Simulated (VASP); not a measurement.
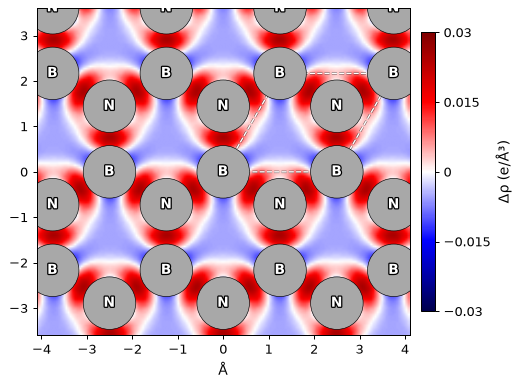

BN. Difference of the valence pseudo-densities of two functionals at the same geometry, on the (111) plane of the calculation cell: one of PBE0 and PBEsol less the other.

Both computed with VASP (plane waves, PAW), on the same k-point mesh. Grey discs cover the atomic cores.

> Which was subtracted from which, and what does the map show?

It is PBE0 less PBEsol. Against PBEsol, PBE0 gives more density around N (+0.013 e/Å³ on average at 0.8 Å from the nucleus) and a change of +0.024 e/Å³ at the midpoint of B–N.
